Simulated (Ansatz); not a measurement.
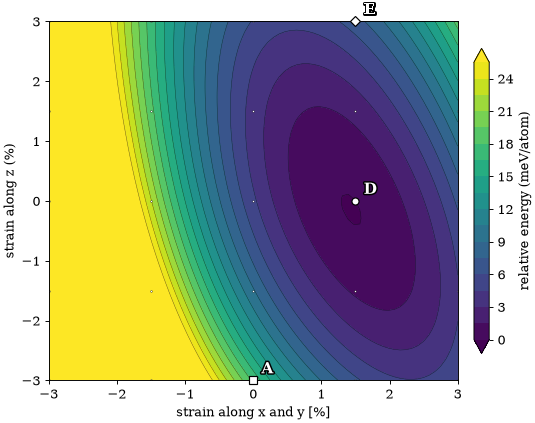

Si (I4_1/amd, No. 141; 2 atoms in the cell). The cell is strained homogeneously, by one strain along x and y and another along z, with fractional coordinates fixed (x along [1 0 0], z along [0 0 1] of the conventional cell). First axis: strain along x and y. Second axis: strain along z. The scan uses a 5 × 5 grid. Energies are in meV/atom, from the lowest grid point. The reference cell is the one listed in the database, not relaxed at this level. All numbers below come from DFT PBE, scalar-relativistic, plane waves, PAW (Ansatz 0.2.0). Settings: cutoff 420 eV, k-mesh 20×20×20, gaussian smearing 0.15 eV, no spin polarisation.

Drawn: filled contours, dots at the grid points, one colour for all values above the top of the scale, lettered points. Between grid points the surface is interpolated.

Rank the lettered points by energy, lowest first.

D (0.0 meV/atom), E (6.9 meV/atom), A (17.7 meV/atom).
